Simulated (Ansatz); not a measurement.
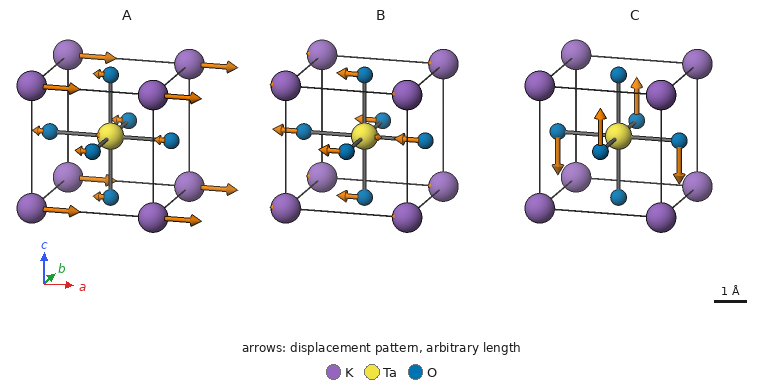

Modes of solid KTaO3 (a generated structure), space group Pm-3m (No. 221), at the zone centre (one member of each degenerate set). The orange arrows are the displacements of the atoms (eigenvector over the root of the mass), of arbitrary overall length and sign. The picture is a ball-and-stick view of the cell of the calculation, seen slightly off an axis. Only the shorter bonds are drawn.

Computed with Ansatz, DFT PBE, scalar-relativistic, plane waves, PAW.

Frequencies are those without the non-analytic (LO–TO) term.

Give the symmetry species and the selection rules of each.

A is T₁u, infrared-active by symmetry (178 cm⁻¹). B is T₁u, infrared-active by symmetry (81i cm⁻¹). C is T₂u, silent by symmetry (neither infrared- nor Raman-active) (264 cm⁻¹). The crystal has a centre of inversion, so no mode is both.
